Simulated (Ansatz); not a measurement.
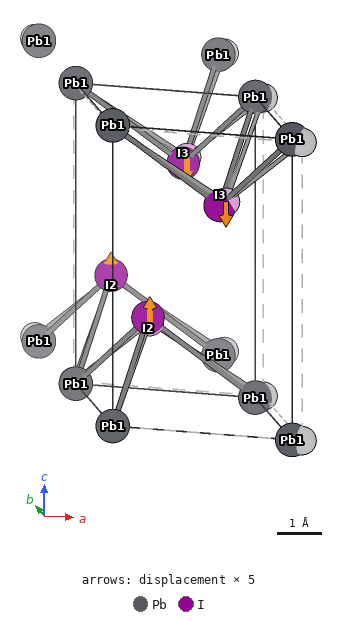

A symmetric starting cell of PbI2, drawn pale, and a changed version of it, drawn solid. The orange arrows show how the atoms are displaced (without the part that the change of the cell carries along), magnified 5 times. Besides, the cell is strained by +0.8 % along c and −5.2 % across it (volume −9.4 %). The picture is a ball-and-stick view of the cell of the calculation, repeated 1 × 2 × 1 with one cell outlined, seen slightly off an axis.

Theory: Ansatz, DFT PBE, scalar-relativistic, plane waves, PAW. Set-up: plane-wave cutoff 420 eV; k-point mesh 9 × 9 × 4; occupations gaussian; smearing width 0.02 eV; no spin polarisation.

Q: How are the atoms displaced, and what does the calculation give?

A: The I atoms are displaced by 0.12 Å relative to the cell: I3 0.12 Å along −c. No relaxation follows. The starting cell wasn't computed here and needn't be at equilibrium, so pressure and forces aren't due to the change alone. The pressure is 3.5 GPa (not all of it need come from the change, since the unchanged cell can be under pressure at this level too). The principal stresses (compression positive) are 2.8 GPa along c and 3.9 GPa across it. The largest forces, 0.033 eV/Å, act on I2 and I3. Some distances before and after: I–Pb 3.215 → 3.188 Å. The space group stays P-3m1 (No. 164).
